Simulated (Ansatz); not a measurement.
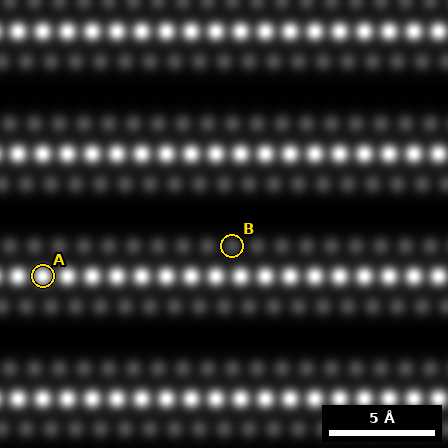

Dark-field STEM-like image of ZrS$_{2}$ (P-3m1, No. 164) along [310]. Simulation: incoherent imaging, intensity Z^1.7 per atom, probe width 0.66 Å, thin sample. The probe carries 25 % of its weight in a tail 2.5 times as wide. The display is stretched by a gamma of 0.8; percentages refer to the linear signal. Atomic positions: coordinates from a relaxation with Ansatz 0.2.0, DFT PBEsol, scalar-relativistic, plane waves, PAW.

```cif
data_structure
_symmetry_space_group_name_H-M 'P 1'
_symmetry_Int_Tables_number 1
_cell_length_a 3.6273
_cell_length_b 3.6273
_cell_length_c 5.8763
_cell_angle_alpha 90.000
_cell_angle_beta 90.000
_cell_angle_gamma 120.000
_cell_volume 66.96
loop_
_atom_site_label
_atom_site_type_symbol
_atom_site_fract_x
_atom_site_fract_y
_atom_site_fract_z
_atom_site_occupancy
Zr1 Zr 0.00000 0.00000 0.00000 1
S1 S 0.33333 0.66667 0.24726 1
S2 S 0.66667 0.33333 0.75274 1
```

Q: What lies under each ring?

A: Zr (1 Zr per 9.60 Å along the beam; the brightest kind). B: S (1 S per 9.60 Å along the beam; about 20 % of the brightest peak). Brightness is counted from the darkest point of the image.
